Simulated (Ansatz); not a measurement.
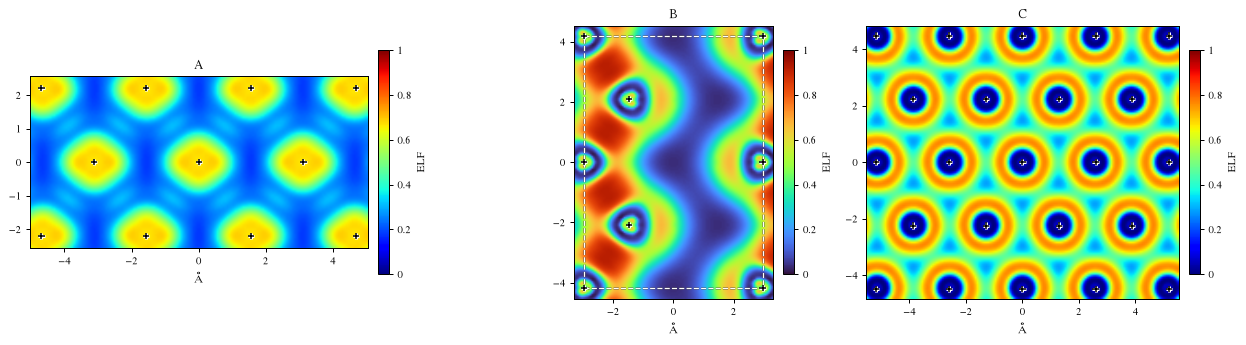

The electron localisation function of 3 systems, each on a plane through atoms (crosses mark nuclei in the plane).

Theory: DFT, PBEsol, plane waves (420 eV) with PAW, scalar-relativistic in Ansatz.

System 1: Al, the (101) plane of the conventional cell. Space group Fd-3m; set up as Al, diamond; a generated structure, not necessarily the stable one; changed on purpose from its base cell (volume × 0.96).

```xyz
8
Lattice="5.9138 0.0000 0.0000 0.0000 5.9138 0.0000 0.0000 0.0000 5.9138" Properties=species:S:1:pos:R:3 pbc="T T T"
Al    4.4353    1.4784    1.4784
Al    1.4784    4.4353    1.4784
Al    1.4784    1.4784    4.4353
Al    4.4353    4.4353    4.4353
Al    2.9569    0.0000    0.0000
Al    0.0000    2.9569    0.0000
Al    0.0000    0.0000    2.9569
Al    2.9569    2.9569    2.9569
```

System 2: Pt, the (011̄) plane of the conventional cell. Space group Im-3m; set up as Pt, bcc; a generated structure, not necessarily the stable one.

System 3: P, the (111) plane of the conventional cell. Space group Fm-3m; set up as P, fcc; a generated structure, not necessarily the stable one; changed on purpose from its base cell (volume × 0.88); computed pressure about 18 GPa in this cell; computed without spin polarisation.

```
CELL_PARAMETERS angstrom
3.66135 0.00000 0.00000
0.00000 3.66135 0.00000
0.00000 0.00000 3.66135
ATOMIC_POSITIONS crystal
P 0.00000 0.00000 0.00000
P 0.50000 0.50000 0.00000
P 0.50000 0.00000 0.50000
P 0.00000 0.50000 0.50000
```

Q: Match each panel to its system.

A: Panel A is system 2, Pt: the plane holds Pt. Pt–Pt (2.70 Å): the ELF is about 0.30 at the midpoint (no shared electron pair shows on this line). Panel B is system 1, Al: the plane holds Al. Al–Al (2.56 Å): the ELF peaks at about 0.90 between the atoms. Panel C is system 3, P: the plane holds P. P–P (2.59 Å): the ELF peaks at about 0.75 in the valence shell of P, 0.8 Å from its nucleus, and drops to about 0.45 between the two atoms.
